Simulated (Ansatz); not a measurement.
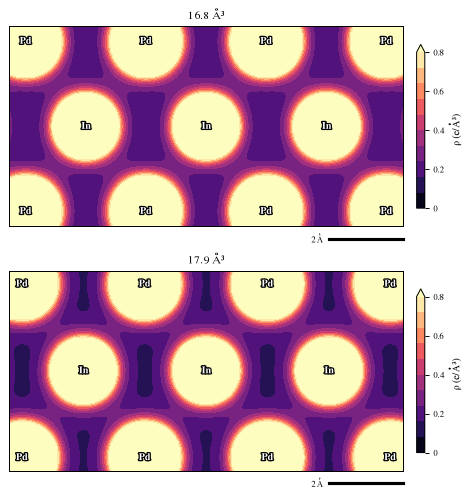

InPd. The valence electron density of cells scaled evenly to different volumes (given per atom above each panel), on the (011̄) plane of each (indices in the axes of the cell below), at one length scale and on one colour scale.

A structure from a database of computed crystals, not necessarily the ambient phase.

All numbers below come from Kohn-Sham DFT of a periodic cell, LDA, Ansatz PAW (Ansatz 0.2.0).

The largest cell:

```
CELL_PARAMETERS angstrom
3.29355 0.00000 0.00000
0.00000 3.29355 0.00000
0.00000 0.00000 3.29355
ATOMIC_POSITIONS crystal
In 0.00000 0.00000 0.00000
Pd 0.50000 0.50000 0.50000
```

| volume (Å³/atom) | In–Pd contact in the plane (Å) | ρ at its midpoint (e/Å³) | pressure (GPa) | 
| --- | --- | --- | --- |
| 16.81 | 2.795 | 0.277 | −1.8 | 
| 17.51 | 2.834 | ? | ? | 
| 17.86 | 2.852 | 0.251 | −9.2 | 

### What values belong in the row with question marks?

Over the known rows ln ρ falls by 1.73 per Å of In–Pd distance (the line through the two), which gives 0.259 e/Å³ at 2.834 Å; the calculation gives 0.259 e/Å³. For the pressure, a straight line in volume between the neighbouring rows gives −6.7 GPa; the calculation gives −7.1, lower because pressure rises ever faster on compression.
